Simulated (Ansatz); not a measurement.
```
Tl
1.0
     7.04591    0.00000    0.00000
     0.00000    7.04591    0.00000
     0.00000    0.00000    7.04591
Tl
8
Direct
  0.75000 0.25000 0.25000
  0.25000 0.75000 0.25000
  0.25000 0.25000 0.75000
  0.75000 0.75000 0.75000
  0.50000 0.00000 0.00000
  0.00000 0.50000 0.00000
  0.00000 0.00000 0.50000
  0.50000 0.50000 0.50000
```

Space group Fd-3m; set up as Tl, diamond; a generated structure, not necessarily the stable one; changed on purpose from its base cell (volume × 1.04).

Method: DFT, r2SCAN, plane waves (500 eV) with PAW, scalar-relativistic in Ansatz.

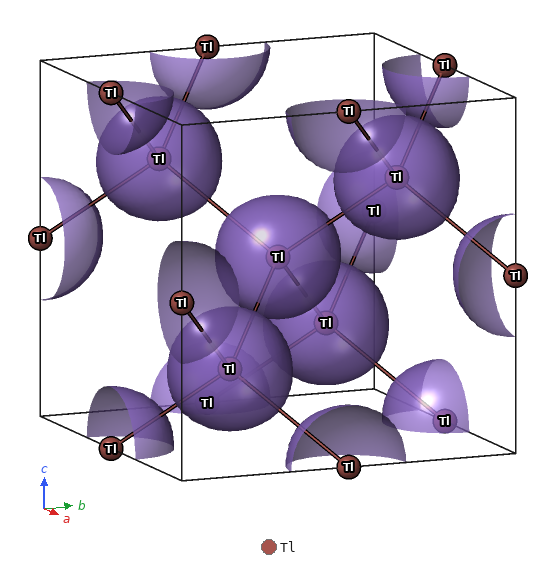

Tl. Isosurface of the valence charge density (pseudo) at 0.3 e/Å³ (purple), seen slightly off an axis. Sticks mark near contacts.

Core electrons are frozen (PAW), and the valence fields are smoothed inside the atomic spheres.

Question: Which contacts does the surface bridge?

Answer: At this value the density breaks into separate islands; it holds about 80 % of the electrons treated as valence (semicore included). It bridges none of the near contacts. It is pinched off along the shortest Tl–Tl (3.05 Å) contacts. On the grid the lowest density along these lines, outside the cores, is 0.22 e/Å³ (Tl–Tl, 3.05 Å).

Question: Metal or insulator at this level of theory?

Answer: It is gapless in this calculation (a metal or semimetal).
